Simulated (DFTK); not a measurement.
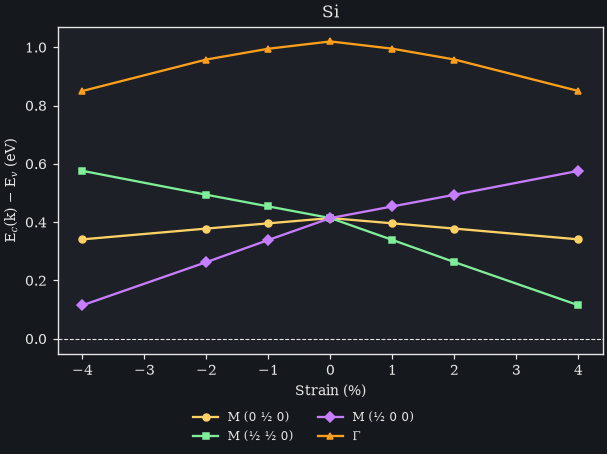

Lowest conduction level at each named k point, counted from the valence-band top at Γ.

System: hexagonal-diamond (lonsdaleite-type) Si, space group P6_3/mmc (No. 194), 4 atoms in the cell; unstrained, a = 3.831 Å, c = 6.333 Å (hexagonal axes). The cell is sheared in the xy plane (tensor component εxy = 0.5 times the value listed). The atoms keep their fractional positions. Points keep the names of the unstrained cell; those that the strain makes unlike carry their reduced coordinates. Level of theory: PBE, dojo.nc.sr.pbe.v0_4_1.standard.upf (PBE), no spin polarisation, no spin-orbit coupling, 6×6×3 k mesh, 653 eV cutoff; code DFTK 0.8.2.

**How does the strain split the M points of the conduction band?**

Unstrained, the M points are equivalent. At −4 % the lowest conduction level is 0.11 eV at M (½ 0 0), 0.34 eV at M (0 ½ 0) and 0.58 eV at M (½ ½ 0) above the valence top, a splitting of 0.46 eV, or 115 meV for each 1 % of strain on average.

The values:
| strain | M (0 ½ 0) (eV) | M (½ ½ 0) (eV) | M (½ 0 0) (eV) | Γ (eV) |
| --- | --- | --- | --- | --- |
| −4 % | 0.34 | 0.58 | 0.11 | 0.85 |
| −2 % | 0.38 | 0.49 | 0.26 | 0.96 |
| −1 % | 0.40 | 0.45 | 0.34 | 0.99 |
| 0 % | 0.41 | 0.41 | 0.41 | 1.02 |
| +1 % | 0.40 | 0.34 | 0.45 | 0.99 |
| +2 % | 0.38 | 0.26 | 0.49 | 0.96 |
| +4 % | 0.34 | 0.11 | 0.58 | 0.85 |

LDA, GGA and most meta-GGA functionals understate gaps. This isn't the form of Si at room conditions, which is diamond. A mesh with an odd division misses points of the zone boundary, where a smaller gap can lie.
